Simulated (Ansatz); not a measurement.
# Single-point calculation of Mg₂Ge (part 2 of 2)

Continued. System: Mg₂Ge (Fm-3m, 3 atoms in the cell). Method: DFT, HSE06, plane waves, PAW, no spin polarisation (Ansatz 0.2.0); cutoff 420 eV, 6×6×6 k-mesh, Fermi–Dirac smearing of 0.02 eV. The structure was built on a prototype by a generator. The geometry comes from this level: r2SCAN (a point of a series of strains). It belongs to a series of runs on one base structure; here: hydrostatic strain -3.0%.

Geometry of the input (Å; fractional positions):
```
0.0000  3.0876  3.0876
3.0876  0.0000  3.0876
3.0876  3.0876  0.0000
Ge 0.0000  0.0000  0.0000
Mg 0.2500  0.2500  0.2500
Mg 0.7500  0.7500  0.7500
```

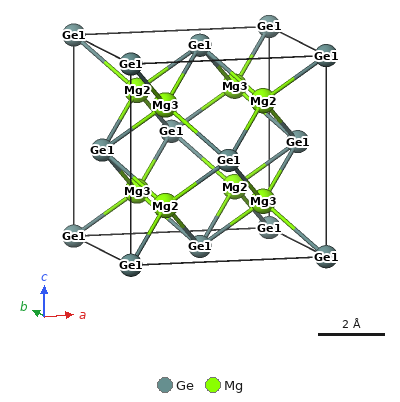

Figure 1. The input geometry (ball-and-stick view of the cell 4 times as large as that of the calculation, set on its symmetry axes, seen slightly off an axis; atoms are numbered from 1 in the order of the input). An atom can appear more than once, as a periodic image.

**Output, continued**
```
SCF iter   1: F=—  HF=-8144.845372 eV  |F-HF|=—  |Δ(HF+E_count)|=         —  Δρ=8.21e-3  dr2=1.77e-2  ethr=3.34e-5  ⟨swp⟩=4.3  Hψ=1851  notcnv=0
preconditioner: auto → none  [insulator: Δε(μ)=0.431 eV  Ē_g=8.978 eV  σ=0.020 eV  W_gap=1.00  n_scr=14 (ndim 8)  ℏωp=13.7 eV  f_vac=0.021  D(μ)=0.00/eV (n_scr^D=0)]
SCF iter   2: F=—  HF=-8144.831578 eV  |F-HF|=—  |Δ(HF+E_count)|=   1.38e-2  Δρ=2.07e-3  dr2=1.43e-3  ethr=3.34e-5  ⟨swp⟩=3.9  Hψ=970  notcnv=0
SCF iter   3: F=—  HF=-8144.837158 eV  |F-HF|=—  |Δ(HF+E_count)|=   5.58e-3  Δρ=1.72e-3  dr2=5.27e-4  ethr=2.87e-6  ⟨swp⟩=4.2  Hψ=1040  notcnv=0
SCF iter   4: F=—  HF=-8144.837044 eV  |F-HF|=—  |Δ(HF+E_count)|=   1.14e-4  Δρ=6.31e-4  dr2=9.28e-5  ethr=1.49e-6  ⟨swp⟩=3.0  Hψ=698  notcnv=0
SCF iter   5: F=—  HF=-8144.837046 eV  |F-HF|=—  |Δ(HF+E_count)|=   1.78e-6  Δρ=4.76e-5  dr2=9.48e-6  ethr=2.15e-7  ⟨swp⟩=2.0  Hψ=608  notcnv=0
SCF iter   6: F=-8144.837131 eV  HF=-8144.837136 eV  |F-HF|=4.90e-6  |Δ(HF+E_count)|=   9.04e-5  Δρ=7.70e-5  dr2=4.23e-6  ethr=3.14e-9  ⟨swp⟩=4.9  Hψ=1207  notcnv=0
SCF 2 stopped early in 6 iterations: F = -8144.837131 eV  dr2 = 4.23e-6
  greatest PAW one-centre occupation: 1.000 electrons in one spin orbital (limit 2), on the Mg atom at site 1 (counted from 0), in its partial waves of l = 0
hybrid outer 1: dexx = +6.567e-3 eV, tail = 7.41e-5 eV
Exchange kernel: α = 0.2500, screened, ω = 0.2079 Å⁻¹, Wigner–Seitz truncation, v(0) = 1046.8578 eV·Å³, q-mesh 6×6×6, nearest image of the exchange supercell L = 26.20 Å, pair-density grid 18×18×18, without the augmentation charges, whose exchange is taken in its separable form by FFT convolution over the k-point mesh (sized by the pseudopotential files, 24×24×24 at the most), smooth part of the exact exchange by density-matrix convolution in up to 4.05 GiB of GPU memory as planned if the GPU has room (build and FFT work areas not counted)
Frozen-core exchange: fock
SCF iter   1: F=—  HF=-8144.837176 eV  |F-HF|=—  |Δ(HF+E_count)|=         —  Δρ=6.57e-5  dr2=2.06e-6  ethr=1.09e-6  ⟨swp⟩=2.6  Hψ=682  notcnv=0
preconditioner: auto → none  [insulator: Δε(μ)=0.439 eV  Ē_g=8.972 eV  σ=0.020 eV  W_gap=1.00  n_scr=14 (ndim 8)  ℏωp=13.7 eV  f_vac=0.022  D(μ)=0.00/eV (n_scr^D=0)]
SCF iter   2: F=—  HF=-8144.837175 eV  |F-HF|=—  |Δ(HF+E_count)|=   6.33e-7  Δρ=1.07e-5  dr2=8.37e-8  ethr=5.88e-9  ⟨swp⟩=4.0  Hψ=946  notcnv=0
SCF iter   3: F=—  HF=-8144.837175 eV  |F-HF|=—  |Δ(HF+E_count)|=   4.05e-7  Δρ=6.74e-6  dr2=2.18e-8  ethr=6.08e-11  ⟨swp⟩=4.4  Hψ=1205  notcnv=0  defer=1
SCF iter   4: F=-8144.837175 eV  HF=-8144.837175 eV  |F-HF|=6.04e-10  |Δ(HF+E_count)|=   4.61e-9  Δρ=1.87e-6  dr2=1.80e-9  ethr=5.28e-11  ⟨swp⟩=3.0  Hψ=715  notcnv=0
SCF 3 converged in 4 iterations: F = -8144.837175 eV  dr2 = 1.80e-9
  Residual-converged pass: ⟨swp⟩=2.8  Hψ=641  notcnv=0  max |occ|·‖R‖ = 2.4e-6 eV (tolerance 2.4e-6 eV)  dr2=1.76e-9  dr2_onsite=3.43e-10  max |Δocc| = 4.0e-15
hybrid outer 2: dexx = +4.022e-7 eV, tail = 3.30e-8 eV, Δε = 9.04e-3 eV (about 3.97e-4 eV left of the loop's levels)
NSCF: frozen V_eff on 7 k-points
hybrid SCF converged: 2 outer / 10 inner (+10 warm-up), last move |dexx| = 4.02e-7 eV, tail = 3.30e-8 eV
Stability not checked: this state was not tested for a lower state beside it, because the functional holds exact exchange (a hybrid, or Hartree-Fock), whose exchange loop this test does not read (fock_operator; see scf.lower_state_search)
Free energy (F): -8144.837175 eV
Frozen-core exchange: fock
Harris-Foulkes:  -8144.837175 eV  (|F-HF|=6.04e-10)
Internal energy: -8144.837175 eV  (E = F + TS)
E sigma→0 (E₀):  -8144.837175 eV
Entropy (-TS):   -0.000000 eV (-0.000 meV/atom)
Fermi energy:    7.815211 eV
--- Per-component energies (eV) ---
  E_band       = -922.011452
  E_kinetic    = 265.804683
  E_local      = -5592.212479  (includes V_loc(G=0)·N_el)
  E_nonlocal   = 609.434861
  E_hartree    = 2208.131303
  E_xc         = -110.131199
  E_vxc        = -114.787769  (∫ρ·V_xc dr)
  E_exx        = -157.189157  (= α·E_x^exact, valence–valence)
  E_paw        = -2473.679443  (= ΣΔE_a)
  E_vpaw       = -192.137855  (= ΣTr[D̂ρ^β])
  E_aug_tail   = 0.000276  (compensation charges beyond the density's cutoff)
  E_ewald      = -2894.560886
  E_core_change = -0.435136  (= ΣΔE_core)
  E_smearing   = -0.000000  (= −TS)
  E_closure    = 0.000002  (closes the sum)
  Σ components = -8144.837175   (vs F -8144.837175, Δ=0.00e0)
--- Forces (eV/Å), atoms counted from 1 ---
  atom   1  Ge     0.00000000     0.00000000     0.00000000
  atom   2  Mg     0.00000000     0.00000000     0.00000000
  atom   3  Mg     0.00000000    -0.00000000     0.00000000
  max |Σ_I F_I| component: 1.11e-16 eV/Å
--- Stress (GPa, compression-positive) ---
        6.543839      -0.000000       0.000000
       -0.000000       6.543839      -0.000000
        0.000000       0.000000       6.543839
  P = ⅓ Tr σ = 6.5438 GPa (65.438 kbar)
--- Band table (eV; the first three rows and the last of 16) ---
  k-point 0: bands = ["-73.5584", "-73.5534", "-38.4557", "-38.4557", "-38.4557", "-38.4361", "-38.4361", "-38.4361", "-19.0797", "-19.0797", "-19.0797", "-19.0623", "-19.0623", "-3.7220", "7.5961", "7.5961", "7.5961", "9.9385", "11.2469", "11.2469", "11.2469"]
  k-point 1: bands = ["-73.5581", "-73.5537", "-38.4547", "-38.4544", "-38.4544", "-38.4378", "-38.4375", "-38.4375", "-19.0797", "-19.0793", "-19.0793", "-19.0622", "-19.0622", "-3.4336", "5.5251", "7.3138", "7.3138", "10.3122", "11.7018", "11.7018", "12.5546"]
  k-point 2: bands = ["-73.5571", "-73.5546", "-38.4518", "-38.4510", "-38.4510", "-38.4420", "-38.4412", "-38.4412", "-19.0798", "-19.0786", "-19.0786", "-19.0620", "-19.0620", "-2.6764", "3.0476", "6.9099", "6.9099", "9.8665", "11.3874", "11.3874", "13.7104"]
  k-point 15: bands = ["-73.5563", "-73.5554", "-38.4616", "-38.4599", "-38.4528", "-38.4403", "-38.4335", "-38.4324", "-19.0805", "-19.0780", "-19.0768", "-19.0628", "-19.0611", "-1.4559", "2.7786", "4.0692", "4.5632", "9.8525", "10.8009", "13.7547", "14.3575"]
```

**File bands.tsv**
```
# k_distance	band_0	band_1	band_2	band_3	band_4	band_5	band_6	band_7	band_8	band_9	band_10	band_11	band_12	band_13	band_14	band_15	band_16	band_17	band_18	band_19	band_20
# fermi_ev = 7.815212
# lock_threshold_ev = 1e-6
# [0, 0, 0] at k_distance = 0.000000
# [0.5, 0, 0.5] at k_distance = 1.017484
# [0.625, 0.25, 0.625] at k_distance = 1.377219
# [0.375, 0.375, 0.75] at k_distance = 2.000299
# [0.5, 0.5, 0.5] at k_distance = 2.623378
# [0.5, 0.25, 0.75] at k_distance = 3.342848
# [0, 0.5, 0.5] at k_distance = 4.480430
# levels_relative_to = fermi_ev
# free_energy_ev = -8144.837175
# largest_residual_norms_ev = 8.721e-5 1.214e-4 1.538e-4 1.261e-4 1.149e-4 1.209e-4 1.313e-4 1.247e-4 2.688e-4 1.939e-4 2.334e-4 2.001e-4 2.533e-4 1.591e-4 5.757e-4 4.005e-4 1.317e-3 4.897e-4 7.047e-4 1.067e-3 9.567e-4
0.000000	-81.373619	-81.368637	-46.270871	-46.270871	-46.270871	-46.251360	-46.251360	-46.251360	-26.894889	-26.894889	-26.894889	-26.877510	-26.877510	-11.537166	-0.219092	-0.219092	-0.219092	2.123250	3.431648	3.431648	3.431648
1.017484	-81.371907	-81.370174	-46.277632	-46.274294	-46.274294	-46.249229	-46.249229	-46.247030	-26.896987	-26.892011	-26.892011	-26.878449	-26.875858	-9.307455	-5.502763	-2.590392	-2.590392	0.219092	1.060428	9.271710	9.271710
1.377219	-81.371407	-81.370684	-46.276662	-46.271231	-46.270920	-46.252718	-46.252379	-46.247667	-26.895707	-26.892958	-26.892425	-26.877917	-26.876348	-9.332812	-4.978193	-4.324766	-2.187580	1.016762	3.824906	7.025750	7.290377
2.000299	-81.371407	-81.370684	-46.276662	-46.271231	-46.270920	-46.252718	-46.252379	-46.247667	-26.895707	-26.892958	-26.892425	-26.877917	-26.876348	-9.332812	-4.978193	-4.324766	-2.187580	1.016762	3.824906	7.025750	7.290377
2.623378	-81.371090	-81.371046	-46.262771	-46.262050	-46.261600	-46.261600	-46.261210	-46.261210	-26.895051	-26.893530	-26.893530	-26.877106	-26.877106	-9.918471	-5.949235	-1.061665	-1.061665	1.869017	3.238418	3.238418	5.591587
3.342848	-81.371044	-81.371044	-46.276181	-46.275744	-46.261747	-46.261747	-46.248275	-46.247984	-26.894496	-26.894496	-26.892007	-26.877798	-26.876464	-9.258695	-4.474985	-4.474985	-3.413282	3.159422	4.579581	4.667710	4.667710
4.480430	-81.371907	-81.370174	-46.277632	-46.274294	-46.274294	-46.249229	-46.249229	-46.247030	-26.896987	-26.892011	-26.892011	-26.878449	-26.875858	-9.307455	-5.502763	-2.590392	-2.590392	0.219092	1.060428	9.271710	9.271710
```

**File v_z.tsv**
```
# z_ang	v_es[eV]	v_tot[eV]
# format = ansatz-planar-average/11
# xc	hse06
# density_cutoff_ev	1680
# datasets	Ge=:simpson_from_first_knot:soft:fock:shift=0	Mg=:simpson_from_first_knot:soft:fock:shift=0
# lattice	0.000000000	3.087608200	3.087608200
# lattice	3.087608200	0.000000000	3.087608200
# lattice	3.087608200	3.087608200	0.000000000
# sites	3
# site	32	0.000000000	0.000000000	0.000000000
# site	12	1.543804100	1.543804100	1.543804100
# site	12	4.631412301	4.631412301	4.631412301
0.000000	1.068044e0	-7.429022e0
0.145551	1.090194e0	-7.419773e0
0.291102	1.091528e0	-7.421003e0
0.436654	9.727605e-1	-7.500583e0
0.582205	7.450057e-1	-7.633009e0
0.727756	5.582029e-1	-7.666662e0
0.873307	6.106625e-1	-7.445740e0
1.018859	1.002330e0	-6.859065e0
1.164410	1.690435e0	-5.930916e0
1.309961	2.621585e0	-4.737045e0
1.455512	3.764733e0	-3.301222e0
1.601064	4.977143e0	-1.795692e0
1.746615	6.048377e0	-4.501193e-1
1.892166	6.812650e0	5.500842e-1
2.037717	7.220343e0	1.045712e0
2.183269	7.338514e0	1.153884e0
2.328820	7.220343e0	1.045712e0
2.474371	6.812650e0	5.500842e-1
2.619922	6.048377e0	-4.501193e-1
2.765474	4.977143e0	-1.795692e0
2.911025	3.764733e0	-3.301222e0
3.056576	2.621585e0	-4.737045e0
3.202127	1.690435e0	-5.930916e0
3.347679	1.002330e0	-6.859065e0
3.493230	6.106625e-1	-7.445740e0
3.638781	5.582029e-1	-7.666662e0
3.784332	7.450057e-1	-7.633009e0
3.929884	9.727605e-1	-7.500583e0
4.075435	1.091528e0	-7.421003e0
4.220986	1.090194e0	-7.419773e0
```

**Key numbers**

| quantity | value |
| --- | --- |
| outcome | converged |
| space group (tolerance 0.01 Å) | Fm-3m (225) |
| electrons treated | 34 |
| free energy | −8144.8372 eV |
| Fermi energy | 7.815 eV |
| band gap | 0.44 eV |
| pressure | 6.54 GPa |
| largest force (length of the vector) | under 0.001 eV/Å |
| hardware | 1 × NVIDIA H100 80GB HBM3, 2 threads of AMD EPYC (Zen 3), 144 GiB of memory available, shared host |
| wall time | 23 s (CPU time 35 s) |
| peak memory | 2.5 GiB |

**Notes**

The program warns: the exchange loop's threshold is looser than advised for the stress; the SCF threshold is looser than advised for the printed stress. The cell is under a pressure of 6.5 GPa at this level, so it is not at its equilibrium volume.
